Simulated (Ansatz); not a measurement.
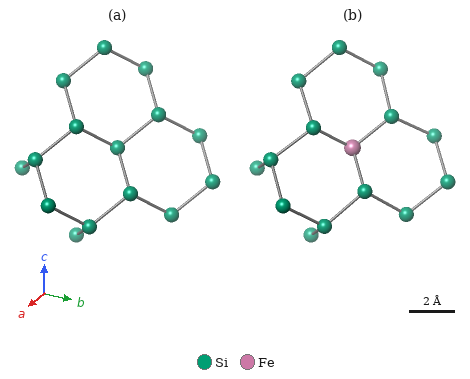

Left: perfect Si. Right: the same region with one point defect, after relaxing the atoms in a supercell of 32 sites. The picture is a ball-and-stick view of the atoms within 5.4 Å of one point, in a slice 4.2 Å thick across the line of sight, seen from a free direction.

Theory: DFT PBEsol, scalar-relativistic, plane waves, PAW (Ansatz 0.2.0). Settings: plane-wave cutoff 420 eV; k-point mesh 3 × 3 × 3; occupations gaussian; smearing width 0.02 eV; collinear spin. The cell is small and the k-mesh coarse, so the numbers are rough. A uniform background neutralises the charged cell. The axes drawn are those of the host's conventional cell.

What kind of defect was made?

A silicon atom is replaced by iron.

The charge state of the cell is +1.

How does the lattice respond?

In the host the Si atom has 4 Si at 2.35 Å; the Fe atom ends with 4 Si at 2.24 Å. Of the host's atoms, a silicon atom moves furthest from its site, by 0.12 Å.
